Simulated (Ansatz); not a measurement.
**Geometry relaxation of B3P3H2 (part 1 of 2)**

The run: geometry relaxation of B3P3H2 (8 atoms in the cell). Method and program: DFT PBE, scalar-relativistic, plane waves, PAW, no spin polarisation (Ansatz 0.2.0).

It belongs to a series of runs on one base structure; here: zigzag ribbon, 3 formula units a period, edges capped with H.

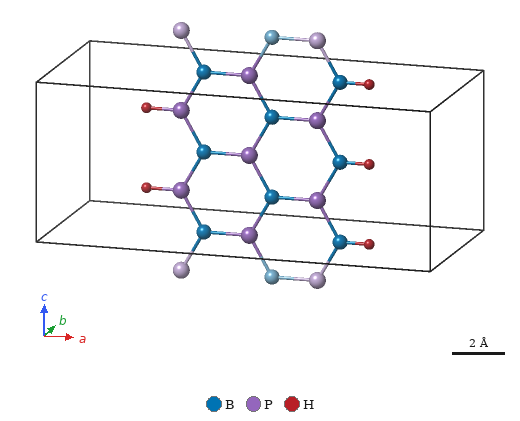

*The input geometry (ball-and-stick view of the 2 repeat of the cell, with the vacuum cut short, seen slightly off an axis; neighbours outside the cell are drawn fainter). An atom can appear more than once, as a periodic image.*

Input
```yaml
crystal:
  lattice:
    - [18.1, 0.0, 0.0]
    - [0.0, 9.3, 0.0]
    - [0.0, 0.0, 3.2139963551]
  atoms:
    - { symbol: B, position: [0.3782043052, 0.5, 1.0] }
    - { symbol: B, position: [0.5319834484, 0.5, 0.5] }
    - { symbol: B, position: [0.6857625915, 0.5, 1.0] }
    - { symbol: P, position: [0.3269445908, 0.5, 0.5] }
    - { symbol: P, position: [0.480723734, 0.5, 0.0] }
    - { symbol: P, position: [0.6345028771, 0.5, 0.5] }
    - { symbol: H, position: [0.7515084479, 0.5, 1.0] }
    - { symbol: H, position: [0.2484915521, 0.5, 0.5] }
basis:
  ecutwfc: 420
kpoints:
  mp_grid: { grid: [1, 1, 17] }
hamiltonian:
  xc: pbe
scf:
  occupations: { method: gaussian, width: 0.05 }
output:
  forces: true
  stress: true
  eigenvalues: true
  populations: true
  write_density: true
  write_potential: true
  elf: true
  volumetric_format: npy
relax:
  adjacent_minimum: "off"
  f_tol: 0.02
  max_steps: 45
  cell: { fix: [a, b, alpha, beta, gamma], stress_tol: 0.03 }
```

Hardware: 4 threads of Intel Xeon (Sapphire Rapids), 32 GiB of memory available, shared host.

Run as:
```bash
ansatz run input.yaml --threads 4 --pin off --max-ram 11264MiB --backend cpu --events-out ev --progress --plain --runs-dir out
```

The program's output
```
Engine: ansatz 0.2.0, x86_64-unknown-linux-gnu
Pseudopotentials: kind: paw
Pseudopotential: B, paw, valence charge 3, recommended cutoff 420 eV (normal), B.paw.azcp
Pseudopotential: P, paw, valence charge 5, recommended cutoff 420 eV (normal), P.paw.azcp
Pseudopotential: H, paw, valence charge 1, recommended cutoff 420 eV (normal), H.paw.azcp
Functional definition: PBE
  parameter kappa = 0.804
  parameter beta = 0.06672455060314922
  exchange = pbe_x(kappa = kappa, mu = beta*pi^2/3)
  correlation = pbe_c(beta = beta)
Crystal: 8 atoms, lattice volume = 541.012 Å³
Basis set: ecut = 420 eV, 10645 PW (Γ), exchange–correlation on 250×128×48 points (8 copies of the dense FFT grid, shifted against one another)
Bands: 21, of which v1, the nominal top of the filled ones, is band 13 counted from 1 (12 counted from 0)
Symmetry: 4 space group operations
Space group: Pmm2 (ITA 25), of the structure as read, at distance tolerance 8.1e-5 Å
k-points: 9 of 17
Non-local potential: B, projectors of the file, l = 0: 2, l = 1: 2, l = 2: 1
Non-local potential: P, projectors of the file, l = 0: 2, l = 1: 2, l = 2: 2
Non-local potential: H, projectors of the file, l = 0: 2, l = 1: 1
PAW form: soft (Blöchl's): semilocal exchange-correlation on the pseudo side does not see the compensation charge
PAW one-centre angular grid: B, 110 points (default); XC on 64 Gauss nodes
PAW one-centre angular grid: P, 110 points (default); XC on 64 Gauss nodes
PAW one-centre angular grid: H, 110 points (default); XC on 64 Gauss nodes
Initial density: superposition of atomic densities (neutral atoms: chi_scale 0, normalization atom), corrected by the library's trained network
Initial wavefunctions: pseudopotential atomic-orbital guess
Functional: x = pbe(κ = 0.804, μ = 0.2195149727645171), c = pbe(β = 0.06672455060314922)
SCF iter   1: F=—  HF=-2766.273987 eV  |F-HF|=—  |Δ(HF+E_count)|=         —  Δρ=1.45e-3  dr2=2.46e-2  ethr=1.77e-3  ⟨swp⟩=12.7  Hψ=1688  notcnv=0  defer=4
preconditioner: auto → Resta (q_TF=auto, 1.645 Å⁻¹)  ε∞=1.7  [insulator: Δε(μ)=1.229 eV  Ē_g=9.849 eV  σ=0.050 eV  W_gap=1.00  n_scr=36 (ndim 8)  ℏωp=8.1 eV  f_vac=0.694  D(μ)=0.00/eV (n_scr^D=0)  ε∞_Penn≈1.7  vacuum switching on, ρ_ref=7.0e-3 e/Å³]
SCF iter   2: F=—  HF=-2766.275083 eV  |F-HF|=—  |Δ(HF+E_count)|=   1.10e-3  Δρ=7.31e-4  dr2=4.93e-3  ethr=9.46e-5  ⟨swp⟩=3.7  Hψ=410  notcnv=0  defer=28
SCF iter   3: F=—  HF=-2766.276349 eV  |F-HF|=—  |Δ(HF+E_count)|=   1.27e-3  Δρ=3.63e-4  dr2=1.64e-3  ethr=1.90e-5  ⟨swp⟩=2.4  Hψ=270  notcnv=0  defer=28
SCF iter   4: F=—  HF=-2766.276906 eV  |F-HF|=—  |Δ(HF+E_count)|=   5.57e-4  Δρ=1.16e-4  dr2=1.75e-4  ethr=6.31e-6  ⟨swp⟩=2.2  Hψ=244  notcnv=0  defer=28
SCF iter   5: F=—  HF=-2766.276986 eV  |F-HF|=—  |Δ(HF+E_count)|=   7.99e-5  Δρ=4.13e-5  dr2=1.55e-5  ethr=6.74e-7  ⟨swp⟩=2.1  Hψ=279  notcnv=0  defer=28
SCF iter   6: F=—  HF=-2766.276971 eV  |F-HF|=—  |Δ(HF+E_count)|=   1.41e-5  Δρ=1.56e-5  dr2=1.23e-6  ethr=5.96e-8  ⟨swp⟩=3.0  Hψ=324  notcnv=0  defer=28
SCF iter   7: F=—  HF=-2766.276973 eV  |F-HF|=—  |Δ(HF+E_count)|=   2.01e-6  Δρ=4.87e-6  dr2=4.39e-7  ethr=4.74e-9  ⟨swp⟩=2.6  Hψ=274  notcnv=0  defer=28
SCF iter   8: F=-2766.276974 eV  HF=-2766.276974 eV  |F-HF|=1.33e-7  |Δ(HF+E_count)|=   2.14e-7  Δρ=1.93e-6  dr2=3.22e-8  ethr=3.85e-10  ⟨swp⟩=23.0  Hψ=1931  notcnv=0
SCF 1 converged in 8 iterations: F = -2766.276974 eV  dr2 = 3.22e-8
  greatest PAW one-centre occupation: 0.778 electrons in one spin orbital (limit 2), on the P atom at site 5 (counted from 0), in its partial waves of l = 0
relax step   1: F+E_penalty+E_count = -2766.27697384 eV  Δ(F+E_penalty+E_count) = +0.000e0 eV  max|allowed force component| = 1.040e0 eV/Å  Δτ_max = 0.0000 Å  P = -0.104 GPa  Ω = 541.012 Å³  fix = [a, b, alpha, beta, gamma]  reactions: a -0.203, b +0.011 GPa  (8 SCF iters, dr2 threshold 1.00e-7 eV, accepted)
Crystal: 8 atoms, lattice volume = 543.619 Å³
Basis set: ecut = 420 eV, 10685 PW (Γ), exchange–correlation on 250×128×48 points (8 copies of the dense FFT grid, shifted against one another)
Initial density: handed on by an earlier stage of this run
Initial wavefunctions: those handed on with the density
iter 1 solved again at ethr=3.80e-5 eV; its pass at ethr=3.10e-3 eV (dr2=9.89e-3 eV) is discarded
SCF iter   1: F=—  HF=-2766.306769 eV  |F-HF|=—  |Δ(HF+E_count)|=         —  Δρ=1.77e-3  dr2=9.90e-3  ethr=3.80e-5  ⟨swp⟩=2.8  Hψ=1405  notcnv=0
preconditioner: auto → Resta (q_TF=auto, 1.644 Å⁻¹)  ε∞=1.7  [insulator: Δε(μ)=1.278 eV  Ē_g=9.870 eV  σ=0.050 eV  W_gap=1.00  n_scr=36 (ndim 8)  ℏωp=8.1 eV  f_vac=0.699  D(μ)=0.00/eV (n_scr^D=0)  ε∞_Penn≈1.7  vacuum switching on, ρ_ref=7.1e-3 e/Å³]
SCF iter   2: F=—  HF=-2766.305204 eV  |F-HF|=—  |Δ(HF+E_count)|=   1.56e-3  Δρ=7.71e-4  dr2=1.98e-3  ethr=3.80e-5  ⟨swp⟩=2.3  Hψ=277  notcnv=0
SCF iter   3: F=—  HF=-2766.305277 eV  |F-HF|=—  |Δ(HF+E_count)|=   7.32e-5  Δρ=2.98e-4  dr2=1.50e-3  ethr=7.63e-6  ⟨swp⟩=2.1  Hψ=262  notcnv=0
SCF iter   4: F=—  HF=-2766.304992 eV  |F-HF|=—  |Δ(HF+E_count)|=   2.85e-4  Δρ=6.48e-5  dr2=2.75e-5  ethr=5.79e-6  ⟨swp⟩=2.4  Hψ=256  notcnv=0
SCF iter   5: F=—  HF=-2766.304982 eV  |F-HF|=—  |Δ(HF+E_count)|=   9.72e-6  Δρ=2.35e-5  dr2=3.86e-6  ethr=1.06e-7  ⟨swp⟩=2.8  Hψ=303  notcnv=0
SCF iter   6: F=-2766.304982 eV  HF=-2766.304982 eV  |F-HF|=6.02e-8  |Δ(HF+E_count)|=   7.07e-8  Δρ=6.34e-6  dr2=2.70e-7  ethr=3.08e-9  ⟨swp⟩=18.1  Hψ=1807  notcnv=0
SCF 2 converged in 6 iterations: F = -2766.304982 eV  dr2 = 2.70e-7
  greatest PAW one-centre occupation: 0.777 electrons in one spin orbital (limit 2), on the P atom at site 5 (counted from 0), in its partial waves of l = 0
relax step   2: F+E_penalty+E_count = -2766.30498175 eV  Δ(F+E_penalty+E_count) = -2.801e-2 eV  max|allowed force component| = 4.524e-1 eV/Å  Δτ_max = 0.0432 Å  P = -0.048 GPa  Ω = 543.619 Å³  energy of the carried Pulay correction = -3.774e-4 eV  fix = [a, b, alpha, beta, gamma]  reactions: a +0.072, b +0.011 GPa  (6 SCF iters, dr2 threshold 8.00e-7 eV, accepted)
Crystal: 8 atoms, lattice volume = 542.520 Å³
Basis set: ecut = 420 eV, 10669 PW (Γ), exchange–correlation on 250×128×48 points (8 copies of the dense FFT grid, shifted against one another)
iter 1 solved again at ethr=1.17e-5 eV; its pass at ethr=3.10e-3 eV (dr2=3.03e-3 eV) is discarded
SCF iter   1: F=—  HF=-2766.311057 eV  |F-HF|=—  |Δ(HF+E_count)|=         —  Δρ=7.96e-4  dr2=3.35e-3  ethr=1.17e-5  ⟨swp⟩=3.3  Hψ=1314  notcnv=0
preconditioner: auto → Resta (q_TF=auto, 1.644 Å⁻¹)  ε∞=1.7  [insulator: Δε(μ)=1.284 eV  Ē_g=9.878 eV  σ=0.050 eV  W_gap=1.00  n_scr=36 (ndim 8)  ℏωp=8.1 eV  f_vac=0.697  D(μ)=0.00/eV (n_scr^D=0)  ε∞_Penn≈1.7  vacuum switching on, ρ_ref=7.1e-3 e/Å³]
SCF iter   2: F=—  HF=-2766.310221 eV  |F-HF|=—  |Δ(HF+E_count)|=   8.36e-4  Δρ=3.13e-4  dr2=6.72e-4  ethr=1.17e-5  ⟨swp⟩=2.7  Hψ=297  notcnv=0
SCF iter   3: F=—  HF=-2766.310117 eV  |F-HF|=—  |Δ(HF+E_count)|=   1.04e-4  Δρ=1.65e-4  dr2=2.69e-4  ethr=2.59e-6  ⟨swp⟩=2.2  Hψ=259  notcnv=0
SCF iter   4: F=—  HF=-2766.310069 eV  |F-HF|=—  |Δ(HF+E_count)|=   4.86e-5  Δρ=3.90e-5  dr2=4.72e-6  ethr=1.04e-6  ⟨swp⟩=2.8  Hψ=300  notcnv=0
SCF iter   5: F=-2766.310069 eV  HF=-2766.310070 eV  |F-HF|=4.44e-7  |Δ(HF+E_count)|=   1.00e-6  Δρ=9.45e-6  dr2=7.57e-7  ethr=3.08e-9  ⟨swp⟩=18.1  Hψ=1836  notcnv=0
SCF 3 converged in 5 iterations: F = -2766.310069 eV  dr2 = 7.57e-7
relax step   3: F+E_penalty+E_count = -2766.31006911 eV  Δ(F+E_penalty+E_count) = -5.087e-3 eV  max|allowed force component| = 2.211e-2 eV/Å  Δτ_max = 0.0182 Å  P = -0.008 GPa  Ω = 542.520 Å³  energy of the carried Pulay correction = -2.185e-4 eV  fix = [a, b, alpha, beta, gamma]  reactions: a -0.037, b +0.011 GPa  (5 SCF iters, dr2 threshold 8.00e-7 eV, accepted)
Crystal: 8 atoms, lattice volume = 542.594 Å³
iter 1 solved again at ethr=6.74e-7 eV; its pass at ethr=3.10e-3 eV (dr2=1.75e-4 eV) is discarded
SCF iter   1: F=—  HF=-2766.310174 eV  |F-HF|=—  |Δ(HF+E_count)|=         —  Δρ=1.99e-4  dr2=1.65e-4  ethr=6.74e-7  ⟨swp⟩=2.8  Hψ=1173  notcnv=0
preconditioner: auto → Resta (q_TF=auto, 1.644 Å⁻¹)  ε∞=1.7  [insulator: Δε(μ)=1.293 eV  Ē_g=9.880 eV  σ=0.050 eV  W_gap=1.00  n_scr=36 (ndim 8)  ℏωp=8.1 eV  f_vac=0.698  D(μ)=0.00/eV (n_scr^D=0)  ε∞_Penn≈1.7  vacuum switching on, ρ_ref=7.1e-3 e/Å³]
SCF iter   2: F=—  HF=-2766.310144 eV  |F-HF|=—  |Δ(HF+E_count)|=   2.95e-5  Δρ=7.74e-5  dr2=3.37e-5  ethr=6.35e-7  ⟨swp⟩=2.4  Hψ=270  notcnv=0
SCF iter   3: F=—  HF=-2766.310138 eV  |F-HF|=—  |Δ(HF+E_count)|=   5.95e-6  Δρ=4.56e-5  dr2=1.32e-5  ethr=1.30e-7  ⟨swp⟩=2.1  Hψ=253  notcnv=0
SCF iter   4: F=—  HF=-2766.310129 eV  |F-HF|=—  |Δ(HF+E_count)|=   9.04e-6  Δρ=8.92e-6  dr2=2.89e-7  ethr=5.09e-8  ⟨swp⟩=2.3  Hψ=258  notcnv=0
SCF iter   5: F=-2766.310129 eV  HF=-2766.310129 eV  |F-HF|=9.45e-9  |Δ(HF+E_count)|=   3.13e-8  Δρ=1.92e-6  dr2=2.41e-8  ethr=1.18e-10  ⟨swp⟩=13.1  Hψ=1688  notcnv=0
SCF 4 converged in 5 iterations: F = -2766.310129 eV  dr2 = 2.41e-8
relax step   4: F+E_penalty+E_count = -2766.31012909 eV  Δ(F+E_penalty+E_count) = -5.999e-5 eV  max|allowed force component| = 3.997e-3 eV/Å  Δτ_max = 0.0032 Å  P = +0.006 GPa  Ω = 542.594 Å³  energy of the carried Pulay correction = -2.292e-4 eV  fix = [a, b, alpha, beta, gamma]  reactions: a +0.005, b +0.011 GPa  (5 SCF iters, dr2 threshold 3.06e-8 eV, accepted)
Initial wavefunctions: pseudopotential atomic-orbital guess (no wavefunctions were taken with the density)
iter 1 solved again at ethr=1.05e-6 eV; its pass at ethr=3.10e-3 eV (dr2=2.73e-4 eV) is discarded
SCF iter   1: F=—  HF=-2766.310036 eV  |F-HF|=—  |Δ(HF+E_count)|=         —  Δρ=1.51e-5  dr2=5.50e-8  ethr=1.05e-6  ⟨swp⟩=4.1  Hψ=2322  notcnv=0
eigensolver tolerance schedule: the retry pair's looser diagonalisation over-reported the residual by 4955.89 of it (diagonalisation noise at an unbounded share of the residual, at the tolerance the schedule requests for it); recorded, not acted on — ethr = c·dr2/N_el stays at c = 1.0e-1
preconditioner: auto → Resta (q_TF=auto, 1.644 Å⁻¹)  ε∞=1.7  [insulator: Δε(μ)=1.295 eV  Ē_g=9.877 eV  σ=0.050 eV  W_gap=1.00  n_scr=36 (ndim 8)  ℏωp=8.1 eV  f_vac=0.698  D(μ)=0.00/eV (n_scr^D=0)  ε∞_Penn≈1.7  vacuum switching on, ρ_ref=7.1e-3 e/Å³]
SCF iter   2: F=—  HF=-2766.310238 eV  |F-HF|=—  |Δ(HF+E_count)|=   2.02e-4  Δρ=7.60e-6  dr2=1.41e-8  ethr=2.12e-10  ⟨swp⟩=3.6  Hψ=427  notcnv=0
SCF iter   3: F=—  HF=-2766.310324 eV  |F-HF|=—  |Δ(HF+E_count)|=   8.60e-5  Δρ=3.12e-6  dr2=4.67e-9  ethr=5.41e-11  ⟨swp⟩=3.1  Hψ=358  notcnv=0
SCF iter   4: F=—  HF=-2766.310353 eV  |F-HF|=—  |Δ(HF+E_count)|=   2.95e-5  Δρ=2.27e-7  dr2=6.96e-10  ethr=1.80e-11  ⟨swp⟩=3.3  Hψ=361  notcnv=0
SCF iter   5: F=—  HF=-2766.310353 eV  |F-HF|=—  |Δ(HF+E_count)|=   2.13e-7  Δρ=8.84e-8  dr2=8.64e-11  ethr=2.68e-12  ⟨swp⟩=2.2  Hψ=266  notcnv=0
SCF iter   6: F=-2766.310353 eV  HF=-2766.310353 eV  |F-HF|=8.82e-9  |Δ(HF+E_count)|=   4.33e-8  Δρ=3.06e-8  dr2=7.36e-12  ethr=1.00e-12  ⟨swp⟩=13.6  Hψ=1218  notcnv=0
SCF 5 converged in 6 iterations: F = -2766.310353 eV  dr2 = 7.36e-12
relax step   5: F+E_penalty+E_count = -2766.31035343 eV  Δ(F+E_penalty+E_count) = -2.243e-4 eV  max|allowed force component| = 4.083e-3 eV/Å  Δτ_max = 0.0000 Å  P = +0.007 GPa  Ω = 542.594 Å³  fix = [a, b, alpha, beta, gamma]  reactions: a +0.004, b +0.010 GPa  stress off target by 5.99e-3 GPa on what of the cell is left free  SCF on the basis re-selected at this cell (its energy is not comparable with the rows above)  (6 SCF iters)
```

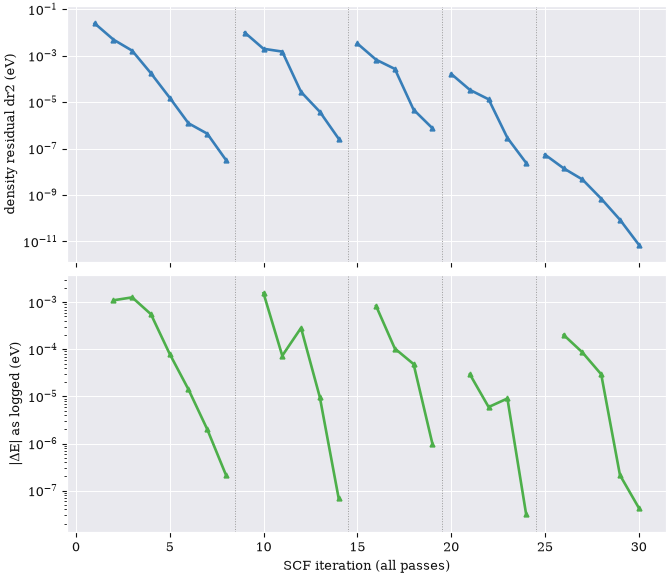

*Convergence of the self-consistent field: density residual dr2 and size of the energy change against the SCF iteration. The dotted lines part the SCF passes of the relaxation: geometry steps, rejected trials and re-solves on a re-selected basis.*

The 5 passes take 5 to 8 iterations each, 30 in all.

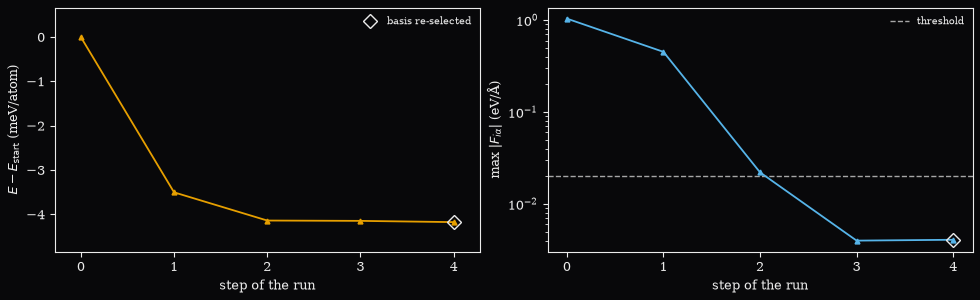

*Progress of the relaxation, step by step (the first geometry is step 0 here and step 1 in the log).*
